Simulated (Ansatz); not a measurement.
# Ti3Al: 7 runs along one coordinate

System: Ti3Al (P-6m2, 4 atoms in the cell).
Method: Kohn-Sham DFT of a periodic cell, LDA, all-electron LAPW, scalar-relativistic, no spin polarisation (Ansatz 0.2.0).

The 7 runs differ only in the geometry, by an even scaling of the cell at fixed fractional positions. The structure derives from a Materials Project entry.

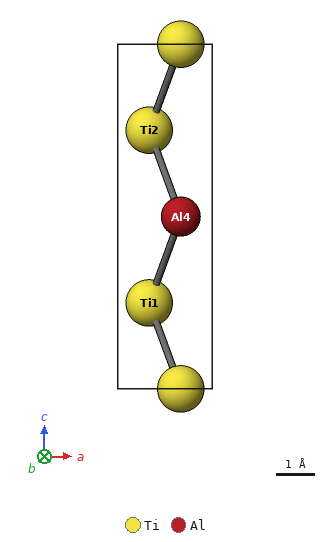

Figure 1. The structure of run 4 (ball-and-stick view of the cell of the calculation, along the b axis; atoms are numbered from 1 in the order of the input). An atom can appear more than once, as a periodic image.

**Input of run 4**
```yaml
crystal:
  lattice:
    - [2.9275422229, 0.0, 0.0]
    - [-1.4637711114, 2.5353259357, 0.0]
    - [0.0, 0.0, 9.226362]
  atoms:
    - { symbol: Ti, position: [0.3333333333, 0.6666666667, 0.249406] }
    - { symbol: Ti, position: [0.3333333333, 0.6666666667, 0.750594] }
    - { symbol: Ti, position: [0.6666666667, 0.3333333333, 0.0] }
    - { symbol: Al, position: [0.6666666667, 0.3333333333, 0.5] }
kpoints:
  mp_grid: { grid: [10, 10, 3] }
scf:
  occupations: { method: fermi_dirac, width: 0.05 }
hamiltonian:
  xc: lda
  pseudopotentials: { kind: all_electron, lapw: { basis_error: 0.002 } }
output:
  forces: true
  stress: true
  eigenvalues: true
```

Command:
```bash
ansatz run input.yaml --threads 2 --pin off --max-ram 8192MiB --backend cpu --events-out ev --progress --plain --runs-dir out
```

Run 3 differs from it as follows:
```diff
-    - [2.9275422229, 0.0, 0.0]
-    - [-1.4637711114, 2.5353259357, 0.0]
-    - [0.0, 0.0, 9.226362]
+    - [2.9078936965, 0.0, 0.0]
+    - [-1.4539468482, 2.5183098127, 0.0]
+    - [0.0, 0.0, 9.1644382416]
```

**Results, with one run withheld**

| run | volume per atom (Å³) | free energy per atom, from the lowest run given (meV) | pressure (GPa) |
| --- | --- | --- | --- |
| 1 | 16.093 | 0.00 | −0.34 |
| 2 | 16.435 | 3.40 | −2.80 |
| 3 | 16.778 | ? | ? |
| 4 | 17.120 | 24.76 | −7.06 |
| 5 | 17.463 | 41.84 | −8.89 |
| 6 | 17.805 | 62.64 | −10.54 |
| 7 | 18.147 | 86.80 | −12.04 |

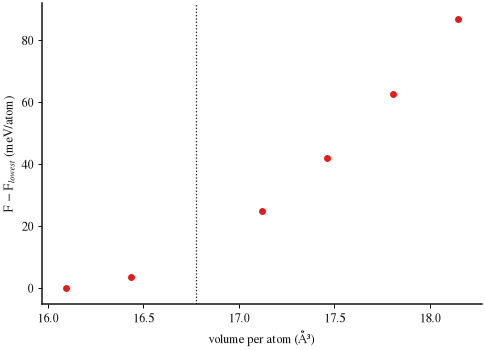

Figure 2. Free energy per atom of the runs given; the dotted line marks run 3.

Fit the runs given and predict run 3.

A cubic polynomial in V^(−2/3) (the Birch–Murnaghan form), fitted to the 6 runs given, misses them by at most 0.01 meV per atom. With x = V^(−2/3) − 0.15036 Å⁻², it reads F = 26.157 − 7718.9 x + 5.7355e+05 x² − 7.608e+05 x³ (meV per atom). At run 3 it gives 11.82 meV per atom, and the run itself gives 11.81. The slope of the fit gives a pressure −dF/dV of −5.03 GPa there, and the run prints −5.04 GPa. The fit has no minimum inside this range.

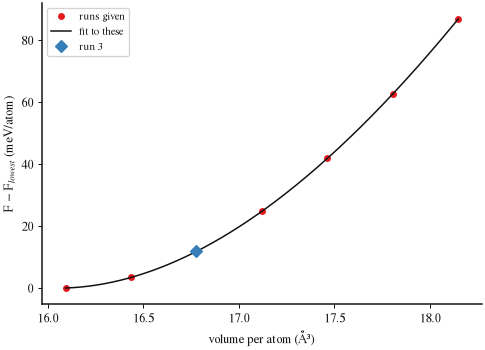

Figure 3. The fit and the withheld run.

**Output, shortened to warnings, some set-up lines, iterations and results (run 3)**
```
Basis set: ecut = 212.12163002252257 eV, 483 PW (Γ), exchange–correlation at level 2
Symmetry: 12 space group operations
k-points: 28 of 300 (time reversal used)
Initial density: superposition of atomic densities (chi_scale 0.1, normalization cell, long waves kept (reshape's long-wave potential 0.15 eV rms))
[...]
SCF iter   1: F=—  HF=-76136.356183 eV  |F-HF|=—  |Δ(HF+E_count)|=         —  Δρ=2.63e-2  dr2=2.25e0  ethr=4.78e-3  ⟨swp⟩=2.0  Hψ=5588  notcnv=0
SCF iter   2: F=—  HF=-76135.931970 eV  |F-HF|=—  |Δ(HF+E_count)|=   4.24e-1  Δρ=2.05e-2  dr2=1.62e0  ethr=4.78e-3  ⟨swp⟩=2.4  Hψ=2699  notcnv=0
SCF iter   3: F=—  HF=-76135.899790 eV  |F-HF|=—  |Δ(HF+E_count)|=   3.22e-2  Δρ=2.64e-2  dr2=4.84e0  ethr=3.44e-3  ⟨swp⟩=2.7  Hψ=2683  notcnv=0  recentre
SCF iter   4: F=—  HF=-76135.704014 eV  |F-HF|=—  |Δ(HF+E_count)|=   1.96e-1  Δρ=1.04e-2  dr2=3.81e-1  ethr=3.44e-3  ⟨swp⟩=2.0  Hψ=2576  notcnv=0
SCF iter   5: F=—  HF=-76135.640832 eV  |F-HF|=—  |Δ(HF+E_count)|=   6.32e-2  Δρ=3.64e-3  dr2=5.29e-2  ethr=8.10e-4  ⟨swp⟩=2.0  Hψ=2666  notcnv=0
SCF iter   6: F=—  HF=-76135.636148 eV  |F-HF|=—  |Δ(HF+E_count)|=         —  Δρ=1.47e-3  dr2=5.45e-3  ethr=1.13e-4  ⟨swp⟩=2.4  Hψ=2643  notcnv=0
SCF iter   7: F=—  HF=-76135.635117 eV  |F-HF|=—  |Δ(HF+E_count)|=   1.03e-3  Δρ=3.66e-4  dr2=2.84e-4  ethr=6.08e-7  ⟨swp⟩=2.0  Hψ=4218  notcnv=0
SCF iter   8: F=—  HF=-76135.635108 eV  |F-HF|=—  |Δ(HF+E_count)|=   8.51e-6  Δρ=2.66e-4  dr2=2.68e-4  ethr=6.04e-7  ⟨swp⟩=2.1  Hψ=2559  notcnv=0
SCF iter   9: F=—  HF=-76135.635086 eV  |F-HF|=—  |Δ(HF+E_count)|=   2.23e-5  Δρ=4.88e-5  dr2=5.78e-6  ethr=5.70e-7  ⟨swp⟩=2.0  Hψ=2557  notcnv=0
SCF iter  10: F=—  HF=-76135.635085 eV  |F-HF|=—  |Δ(HF+E_count)|=   6.32e-7  Δρ=1.89e-5  dr2=1.73e-6  ethr=1.23e-8  ⟨swp⟩=2.0  Hψ=2557  notcnv=0
SCF iter  11: F=—  HF=-76135.635085 eV  |F-HF|=—  |Δ(HF+E_count)|=   9.91e-8  Δρ=7.60e-6  dr2=2.24e-7  ethr=3.67e-9  ⟨swp⟩=2.0  Hψ=2557  notcnv=0
SCF iter  12: F=-76135.635085 eV  HF=-76135.635085 eV  |F-HF|=1.07e-7  |Δ(HF+E_count)|=   1.19e-8  Δρ=3.96e-6  dr2=7.84e-8  ethr=4.76e-10  ⟨swp⟩=2.0  Hψ=2557  notcnv=0
SCF 1 converged in 12 iterations: F = -76135.635085 eV  dr2 = 7.84e-8
SCF converged after 12 iterations
Free energy (F): -76135.635085 eV
Harris-Foulkes:  -76135.635085 eV  (|F-HF|=1.07e-7)
Internal energy: -76135.605901 eV  (E = F + TS)
E sigma→0 (E₀):  -76135.620493 eV
Entropy (-TS):   -0.029184 eV (-7.296 meV/atom)
Fermi energy:    12.598609 eV
--- Per-component energies (eV) ---
  E_band       = -946.761845
  E_kinetic    = 76769.179801
  E_xc         = -3774.796846
  E_electrostatic = -149129.988856  (all electrons and nuclei)
  E_smearing   = -0.029184  (= −TS)
  E_closure    = 0.000000  (closes the sum)
  E_atoms      = -76108.456599  (free atoms, spherical and without spin; not in F)
  Σ components = -76135.635085   (vs F -76135.635085, Δ=0.00e0)
  Basis errors (estimates in eV, not in F): energy 2.0e-4 per atom: plane waves 1.4e-4 (7.4e-5 summed), levels above the bands 1.3e-18, relativity 2.2e-9, radial functions 5.4e-5, core shells 4.5e-8; eigenvalues (radial functions only) 1.3e-6; not estimated: angular momenta, meshes, grids; target …
--- Forces (eV/Å), atoms counted from 1 ---
  atom   1  Ti     0.00000000    -0.00000000    -0.12500631
  atom   2  Ti     0.00000000    -0.00000000     0.12500631
  atom   3  Ti    -0.00000000     0.00000000     0.00000000
  atom   4  Al     0.00000000     0.00000000    -0.00000000
  max |Σ_I F_I| component: 1.85e-17 eV/Å
--- Stress (GPa, compression-positive) ---
       -5.125591       0.000000       0.000000
        0.000000      -5.125591       0.000000
        0.000000       0.000000      -4.862479
  P = ⅓ Tr σ = -5.0379 GPa (-50.379 kbar)
```
